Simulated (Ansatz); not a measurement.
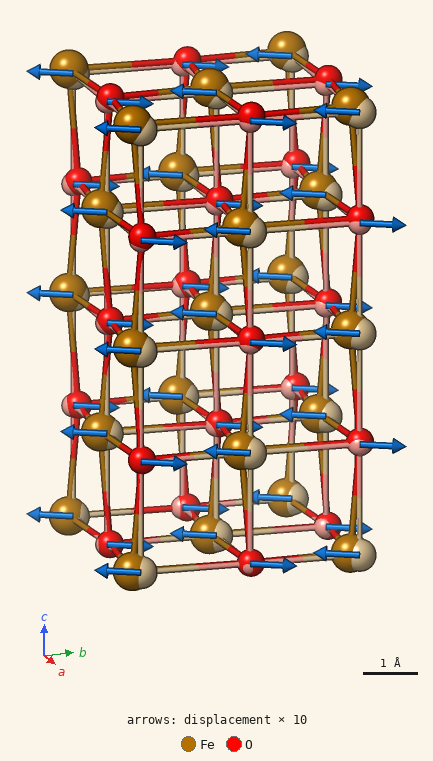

Solid FeO (built on the FeO-type type), drawn pale, and a changed version of it, drawn solid. The blue arrows show how the atoms are displaced (without the part that the change of the cell carries along), magnified 10 times. Besides, the cell is strained by +1.1 % along [1 −1 2], +0.9 % along [1 −2 −2], −2.0 % along [3 2 0] (volume −0.1 %). The picture is a ball-and-stick view of the conventional cell (4 times the calculation's cell), repeated 1 × 1 × 2 with one cell outlined, seen slightly off an axis. Lengths and directions refer to the drawn axes.

Theory: Ansatz, DFT PBE, scalar-relativistic, plane waves, PAW. (plane-wave cutoff 420 eV; k-point mesh 14 × 14 × 14; occupations gaussian; smearing width 0.05 eV; collinear spin)

### Describe the displacements and the computed response.

Atoms are displaced by 0.09 Å relative to the cell: Fe 0.09 Å along [−1 −2 0], O 0.09 Å along [1 2 0]. No relaxation follows. Energy change: +27.8 meV per atom. Pressure: 0.0 GPa before, 2.9 GPa after. The principal stresses (compression positive) are 7.0 GPa along b, 2.8 GPa along a, −1.2 GPa along c. The largest forces, 0.65 eV/Å, act on Fe and O; on the Fe atom it points along [1 2 0]. The forces point straight back along the displacements (cosine −1.00). The absolute magnetisation stays at 4.01 μB per cell. Among the bonded contacts that change: Fe–O 2.154 → 1.995 to 2.317 Å. The space group (tolerance 0.01 Å) goes from Fm-3m (No. 225) to P1 (No. 1).
